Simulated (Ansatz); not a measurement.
## Run report: Mg₃Sb₂, geometry relaxation (part 2 of 3)

Continued. System: Mg₃Sb₂ (P-3m1, 5 atoms in the cell). Method: DFT, PBE, plane waves, PAW, no spin polarisation (Ansatz 0.2.0); cutoff 240 eV, 9×9×6 k-mesh, Gaussian smearing of 0.01 eV. The structure derives from an entry of the Crystallography Open Database. The settings are looser than a standard set-up, so the numbers are not reference values.

Geometry of the input (Å; fractional positions):
```
4.5820  0.0000  0.0000
-2.2910  3.9681  0.0000
0.0000  0.0000  7.2440
Mg 0.3333  0.6667  0.6300
Mg 0.6667  0.3333  0.3700
Mg 0.0000  0.0000  0.0000
Sb 0.3333  0.6667  0.2350
Sb 0.6667  0.3333  0.7650
```

Log, continued:
```
relax step  24: F+E_penalty+E_count = -18737.66785656 eV  Δ(F+E_penalty+E_count) = -1.015e-2 eV  max|allowed force component| = 9.739e-4 eV/Å  Δτ_max = 0.0000 Å  P = +0.041 GPa  Ω = 132.959 Å³  stress off target by 7.91e-2 GPa  SCF on the basis re-selected at this cell (its energy is not comparable with the rows above)  (5 SCF iters)
SCF 25 converged in 4 iterations: F = -18737.658790 eV  dr2 = 2.85e-9
relax step  25: F+E_penalty+E_count = -18737.65879033 eV  Δ(F+E_penalty+E_count) = +9.066e-3 eV  max|allowed force component| = 9.134e-5 eV/Å  Δτ_max = 0.0002 Å  P = +0.002 GPa  Ω = 132.996 Å³  energy of the carried Pulay correction = -9.074e-3 eV  (4 SCF iters, dr2 threshold 1.56e-8 eV, accepted)
SCF 26 converged in 5 iterations: F = -18737.668973 eV  dr2 = 2.49e-11
relax step  26: F+E_penalty+E_count = -18737.66897274 eV  Δ(F+E_penalty+E_count) = -1.018e-2 eV  max|allowed force component| = 3.765e-4 eV/Å  Δτ_max = 0.0000 Å  P = +0.031 GPa  Ω = 132.996 Å³  stress off target by 6.50e-2 GPa  SCF on the basis re-selected at this cell (its energy is not comparable with the rows above)  (5 SCF iters)
SCF 27 converged in 4 iterations: F = -18737.661861 eV  dr2 = 2.10e-9
relax step  27: F+E_penalty+E_count = -18737.66186129 eV  Δ(F+E_penalty+E_count) = +7.111e-3 eV  max|allowed force component| = 1.346e-4 eV/Å  Δτ_max = 0.0001 Å  P = +0.000 GPa  Ω = 133.025 Å³  energy of the carried Pulay correction = -7.117e-3 eV  (4 SCF iters, dr2 threshold 1.06e-8 eV, accepted)
SCF 28 converged in 5 iterations: F = -18737.664723 eV  dr2 = 2.67e-11
relax step  28: F+E_penalty+E_count = -18737.66472276 eV  Δ(F+E_penalty+E_count) = -2.861e-3 eV  max|allowed force component| = 4.825e-4 eV/Å  Δτ_max = 0.0000 Å  P = +0.025 GPa  Ω = 133.025 Å³  stress off target by 5.55e-2 GPa  SCF on the basis re-selected at this cell (its energy is not comparable with the rows above)  (5 SCF iters)
SCF 29 converged in 4 iterations: F = -18737.658964 eV  dr2 = 1.71e-9
relax step  29: F+E_penalty+E_count = -18737.65896367 eV  Δ(F+E_penalty+E_count) = +5.759e-3 eV  max|allowed force component| = 1.215e-4 eV/Å  Δτ_max = 0.0001 Å  P = -0.000 GPa  Ω = 133.048 Å³  energy of the carried Pulay correction = -5.763e-3 eV  (4 SCF iters, dr2 threshold 7.70e-9 eV, accepted)
iter 1 solved again at ethr=1.74e-7 eV; its pass at ethr=3.10e-3 eV (dr2=1.05e-4 eV) is discarded
SCF iter   1: F=—  HF=-18737.663562 eV  |F-HF|=—  |Δ(HF+E_count)|=         —  Δρ=1.45e-5  dr2=3.42e-7  ethr=1.74e-7  ⟨swp⟩=3.0  Hψ=15851  notcnv=0
SCF iter   2: F=—  HF=-18737.663259 eV  |F-HF|=—  |Δ(HF+E_count)|=   3.04e-4  Δρ=6.11e-6  dr2=1.07e-7  ethr=5.70e-10  ⟨swp⟩=3.0  Hψ=4355  notcnv=0
SCF iter   3: F=—  HF=-18737.663259 eV  |F-HF|=—  |Δ(HF+E_count)|=   1.55e-8  Δρ=3.64e-6  dr2=2.46e-8  ethr=1.78e-10  ⟨swp⟩=2.0  Hψ=2382  notcnv=0
SCF iter   4: F=—  HF=-18737.663259 eV  |F-HF|=—  |Δ(HF+E_count)|=   1.52e-9  Δρ=4.32e-7  dr2=2.41e-10  ethr=4.10e-11  ⟨swp⟩=2.4  Hψ=3028  notcnv=0
SCF iter   5: F=-18737.663259 eV  HF=-18737.663259 eV  |F-HF|=1.09e-11  |Δ(HF+E_count)|=  9.46e-11  Δρ=1.17e-7  dr2=1.67e-11  ethr=1.00e-12  ⟨swp⟩=6.0  Hψ=9987  notcnv=0
SCF 30 converged in 5 iterations: F = -18737.663259 eV  dr2 = 1.67e-11
relax step  30: F+E_penalty+E_count = -18737.66325862 eV  Δ(F+E_penalty+E_count) = -4.295e-3 eV  max|allowed force component| = 2.365e-4 eV/Å  Δτ_max = 0.0000 Å  P = +0.020 GPa  Ω = 133.048 Å³  stress off target by 4.32e-2 GPa  SCF on the basis re-selected at this cell (its energy is not comparable with the rows above)  (5 SCF iters)
```

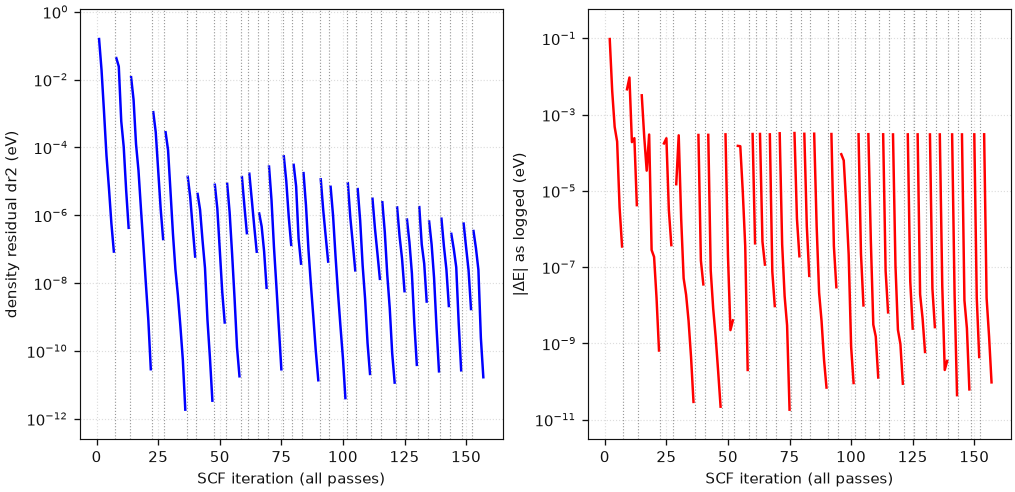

Figure 1. Convergence of the self-consistent field: density residual dr2 and size of the energy change against the SCF iteration. The dotted lines part the SCF passes of the relaxation: geometry steps, rejected trials and re-solves on a re-selected basis. The 30 passes take 3 to 9 iterations each, 157 in all.

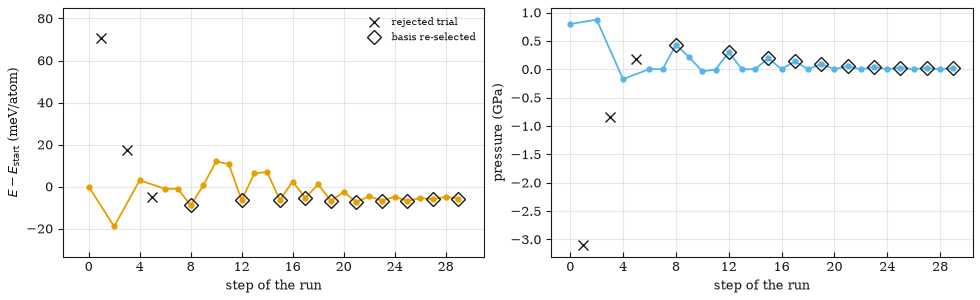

Figure 2. Progress of the relaxation, step by step (the first geometry is step 0 here and step 1 in the log).

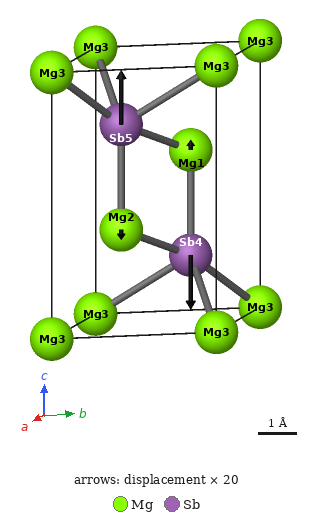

Figure 3. The starting structure with the displacements (without the part carried along by the change of the cell) as black arrows, magnified 20 times (ball-and-stick view of the cell of the calculation, seen slightly off an axis). The energy falls by 4.9 meV per atom in 19 geometry steps. The largest force component goes from 0.49 to 0.00024 eV/Å. Pressure: 0.80 GPa at the start and 0.02 GPa at the end. The line search rejected the trial steps at points 1, 3, 5 (counted from 0) and went back. The basis was re-selected 9 times at an unchanged geometry, which shifts the energy a little without any move. The largest moves relative to the cell, 0.075 Å, are those of Sb4 and Sb5. By element the largest moves are Sb 0.075 Å, Mg 0.014 Å. The volume changes by +1.0 %, with a = b 4.582 → 4.593 Å (+0.2 %), c 7.244 → 7.284 Å (+0.6 %). Among the contacts that change: Mg1–Sb4 2.861 → 2.966 Å, Mg3–Sb4 3.146 → 3.116 Å, Mg1–Sb5 2.820 → 2.850 Å. The space group stays P-3m1 (No. 164). The energy change given includes the shifts at the re-selections in mid-walk, which come without any move. A last SCF at the same geometry on a re-selected plane-wave basis shifts the energy by −0.9 meV per atom. (Atoms are counted from 1 in the order of the input.)

```
basis re-selected at this cell: Δ(F+E_penalty+E_count) = -4.295e-3 eV, ΔP = +0.020 GPa vs the last step (what re-selecting the basis moved, of the pressure what is left beyond the Pulay correction that the steps carried, after the strain that the cell walked since its last selection, with what the two solves' SCF thresholds leave and, on support functions, any second-order correction that the steps lacked; it is no measure of the basis error at this ecutwfc). This SCF's stress stands 4.32e-2 GPa from its target on what of the cell is left free (relax.cell.stress_tol is 5.00e-2 GPa) and its largest allowed force component is 2.36e-4 eV/Å (relax.f_tol is 5.00e-3 eV/Å): within both
SCF converged after 5 iterations
Free energy (F): -18737.663259 eV
Harris-Foulkes:  -18737.663259 eV  (|F-HF|=1.09e-11)
Internal energy: -18737.663259 eV  (E = F + TS)
E sigma→0 (E₀):  -18737.663259 eV
Fermi energy:    7.239265 eV
--- Per-component energies (eV) ---
  E_band       = -1454.198704
  E_kinetic    = 665.904060
  E_local      = -8330.424929  (includes V_loc(G=0)·N_el)
  E_nonlocal   = 994.577136
  E_hartree    = 3305.108315
  E_xc         = -367.010683
  E_vxc        = -308.798800  (∫ρ·V_xc dr)
  E_paw        = -10029.885836  (= ΣΔE_a)
  E_vpaw       = -1085.672325  (= ΣTr[D̂ρ^β])
  E_aug_tail   = -0.000429  (compensation charges beyond the density's cutoff)
  E_ewald      = -4975.930893
  E_smearing   = -0.000000  (= −TS)
  E_closure    = 0.000000  (closes the sum)
  Σ components = -18737.663259   (vs F -18737.663259, Δ=0.00e0)
--- Forces (eV/Å), atoms counted from 1 ---
  atom   1  Mg     0.00000000     0.00000000    -0.00017456
  atom   2  Mg     0.00000000    -0.00000000     0.00017456
  atom   3  Mg     0.00000000    -0.00000000     0.00000000
  atom   4  Sb     0.00000000    -0.00000000    -0.00023647
  atom   5  Sb     0.00000000     0.00000000     0.00023647
  max |Σ_I F_I| component: 4.63e-18 eV/Å
--- Stress (GPa, compression-positive) ---
        0.007912       0.000000      -0.000000
        0.000000       0.007912      -0.000000
       -0.000000      -0.000000       0.043208
  P = ⅓ Tr σ = 0.0197 GPa (0.197 kbar)
--- Band table (eV; the first three rows and the last of 62) ---
  k-point 0: bands = ["-70.0426", "-69.3914", "-69.3908", "-36.7805", "-36.7690", "-36.7690", "-36.1333", "-36.1333", "-36.1271", "-36.1203", "-36.1086", "-36.1086", "-21.5452", "-21.5295", "-21.5295", "-21.4903", "-21.4903", "-21.4892", "-21.4851", "-21.4851", "-21.4733", "-21.4733", "-3.1046", "-1.9057", "2.3248", "6.1278", "6.1278", "6.8251", "6.8251", "7.1951", "8.1495", "8.3660", "10.2371", "10.2371", "10.9823", "11.2390"]
  k-point 1: bands = ["-70.0425", "-69.3914", "-69.3906", "-36.7748", "-36.7712", "-36.7712", "-36.1356", "-36.1356", "-36.1233", "-36.1128", "-36.1106", "-36.1106", "-21.5285", "-21.5285", "-21.5161", "-21.4931", "-21.4931", "-21.4885", "-21.4885", "-21.4833", "-21.4802", "-21.4802", "-3.0491", "-2.0185", "2.5705", "6.1692", "6.1692", "6.4029", "6.7747", "6.7747", "8.4308", "8.7441", "10.1017", "10.1017", "10.9481", "11.1741"]
  k-point 2: bands = ["-70.0432", "-69.3918", "-69.3915", "-36.7831", "-36.7768", "-36.7768", "-36.1369", "-36.1369", "-36.1325", "-36.1210", "-36.1210", "-36.1195", "-21.5409", "-21.5409", "-21.5310", "-21.5225", "-21.5225", "-21.5168", "-21.5168", "-21.5061", "-21.4944", "-21.4944", "-2.8926", "-2.2834", "3.2201", "5.2475", "6.2864", "6.2864", "6.6375", "6.6375", "8.6428", "9.1076", "9.9352", "9.9352", "10.8895", "10.8895"]
  k-point 61: bands = ["-70.0421", "-69.3906", "-69.3906", "-36.7771", "-36.7685", "-36.7685", "-36.1328", "-36.1247", "-36.1247", "-36.1171", "-36.1171", "-36.1086", "-21.5099", "-21.5099", "-21.5028", "-21.5019", "-21.4965", "-21.4965", "-21.4870", "-21.4798", "-21.4798", "-21.4706", "-1.7168", "-1.7168", "2.9470", "2.9470", "3.2395", "3.9375", "6.2211", "6.2211", "8.9057", "8.9057", "9.7047", "9.7112", "12.0161", "12.2707"]
--- Relaxed structure (20 steps of the walk, 17 accepted, 10 SCFs on fresh bases) ---
  F+E_penalty+E_count = -18737.66325862 eV   max|allowed force component| = 2.365e-4 eV/Å   (the final SCF, on the basis selected at the relaxed cell)
  cell:  # Å, volume = 133.0482 Å³
    - [4.59254594357409, -1.1090390799529733e-32, 4.5976152837146216e-18]
    - [-2.296272971787045, 3.9772614551823375, -2.2988076418573123e-18]
    - [7.268687279659082e-18, -1.1667022458033585e-32, 7.284026318884339]
  atoms:
    - { symbol: Mg, position: [0.3333333333333333, 0.6666666666666666, 0.63194951245322] }
    - { symbol: Mg, position: [0.6666666666666666, 0.3333333333333333, 0.3680504875467799] }
    - { symbol: Mg, position: [-9.248661240871264e-35, -1.9484294350390277e-36, -4.7894077194279606e-20] }
    - { symbol: Sb, position: [0.3333333333333333, 0.6666666666666666, 0.2247575006412979] }
    - { symbol: Sb, position: [0.6666666666666666, 0.3333333333333333, 0.7752424993587022] }
```

Trajectory as extended XYZ (Å, eV, eV/Å), 30 frames, from step=1 to step=30:
```
5
Lattice="4.5820 0.0000 0.0000 -2.2910 3.9681 0.0000 0.0000 0.0000 7.2440" Properties=species:S:1:pos:R:3:forces:R:3 step=1 energy=-18737.63458 pressure_GPa=0.80
Mg    0.0000    2.6454    4.5637    0.0000   0.0000   0.1450
Mg    2.2910    1.3227    2.6803    0.0000   0.0000  -0.1450
Mg    0.0000    0.0000    0.0000    0.0000   0.0000   0.0000
Sb    0.0000    2.6454    1.7023    0.0000   0.0000  -0.4944
Sb    2.2910    1.3227    5.5417    0.0000   0.0000   0.4944
5
Lattice="4.6129 0.0000 0.0000 -2.3064 3.9949 0.0000 0.0000 0.0000 7.2240" Properties=species:S:1:pos:R:3:forces:R:3 step=2 energy=-18737.28194 pressure_GPa=-3.10 accepted=F
Mg    0.0000    2.6632    4.5844    0.0000   0.0000  -0.0630
Mg    2.3064    1.3316    2.6395    0.0000   0.0000   0.0630
Mg    0.0000    0.0000    0.0000    0.0000   0.0000   0.0000
Sb    0.0000    2.6632    1.5617    0.0000   0.0000   0.4089
Sb    2.3064    1.3316    5.6622    0.0000   0.0000  -0.4089
5
Lattice="4.5730 0.0000 0.0000 -2.2865 3.9603 0.0000 0.0000 0.0000 7.2595" Properties=species:S:1:pos:R:3:forces:R:3 step=3 energy=-18737.72952 pressure_GPa=0.88
Mg    0.0000    2.6402    4.5839    0.0000   0.0000   0.0071
Mg    2.2865    1.3201    2.6756    0.0000   0.0000  -0.0071
Mg    0.0000    0.0000    0.0000    0.0000   0.0000   0.0000
Sb    0.0000    2.6402    1.6393    0.0000   0.0000  -0.0634
Sb    2.2865    1.3201    5.6202    0.0000   0.0000   0.0634
5
Lattice="4.5988 0.0000 0.0000 -2.2994 3.9826 0.0000 0.0000 0.0000 7.2181" Properties=species:S:1:pos:R:3:forces:R:3 step=4 energy=-18737.54730 pressure_GPa=-0.83 accepted=F
Mg    0.0000    2.6551    4.5712    0.0000   0.0000  -0.0196
Mg    2.2994    1.3275    2.6469    0.0000   0.0000   0.0196
Mg    0.0000    0.0000    0.0000    0.0000   0.0000   0.0000
Sb    0.0000    2.6551    1.6146    0.0000   0.0000   0.0394
Sb    2.2994    1.3275    5.6035    0.0000   0.0000  -0.0394
5
Lattice="4.5840 0.0000 0.0000 -2.2920 3.9698 0.0000 0.0000 0.0000 7.2499" Properties=species:S:1:pos:R:3:forces:R:3 step=5 energy=-18737.61964 pressure_GPa=-0.17
Mg    0.0000    2.6466    4.5832    0.0000   0.0000  -0.0073
Mg    2.2920    1.3233    2.6667    0.0000   0.0000   0.0073
Mg    0.0000    0.0000    0.0000    0.0000   0.0000   0.0000
Sb    0.0000    2.6466    1.6285    0.0000   0.0000  -0.0028
Sb    2.2920    1.3233    5.6214    0.0000   0.0000   0.0028
5
Lattice="4.5842 0.0000 0.0000 -2.2921 3.9701 0.0000 0.0000 0.0000 7.2400" Properties=species:S:1:pos:R:3:forces:R:3 step=6 energy=-18737.66000 pressure_GPa=0.18 accepted=F
Mg    0.0000    2.6467    4.5780    0.0000   0.0000  -0.0084
Mg    2.2921    1.3234    2.6620    0.0000   0.0000   0.0084
Mg    0.0000    0.0000    0.0000    0.0000   0.0000   0.0000
Sb    0.0000    2.6467    1.6250    0.0000   0.0000   0.0015
Sb    2.2921    1.3234    5.6150    0.0000   0.0000  -0.0015
5
Lattice="4.5837 0.0000 0.0000 -2.2918 3.9696 0.0000 0.0000 0.0000 7.2462" Properties=species:S:1:pos:R:3:forces:R:3 step=7 energy=-18737.63988 pressure_GPa=0.00
Mg    0.0000    2.6464    4.5809    0.0000   0.0000  -0.0065
Mg    2.2918    1.3232    2.6653    0.0000   0.0000   0.0065
Mg    0.0000    0.0000    0.0000    0.0000   0.0000   0.0000
Sb    0.0000    2.6464    1.6271    0.0000   0.0000  -0.0012
Sb    2.2918    1.3232    5.6191    0.0000   0.0000   0.0012
5
Lattice="4.5837 0.0000 0.0000 -2.2919 3.9696 0.0000 0.0000 0.0000 7.2462" Properties=species:S:1:pos:R:3:forces:R:3 step=8 energy=-18737.63984 pressure_GPa=0.00
Mg    0.0000    2.6464    4.5793    0.0000   0.0000  -0.0003
Mg    2.2919    1.3232    2.6670    0.0000   0.0000   0.0003
Mg    0.0000    0.0000    0.0000    0.0000   0.0000   0.0000
Sb    0.0000    2.6464    1.6268    0.0000   0.0000   0.0002
Sb    2.2919    1.3232    5.6195    0.0000   0.0000  -0.0002
```
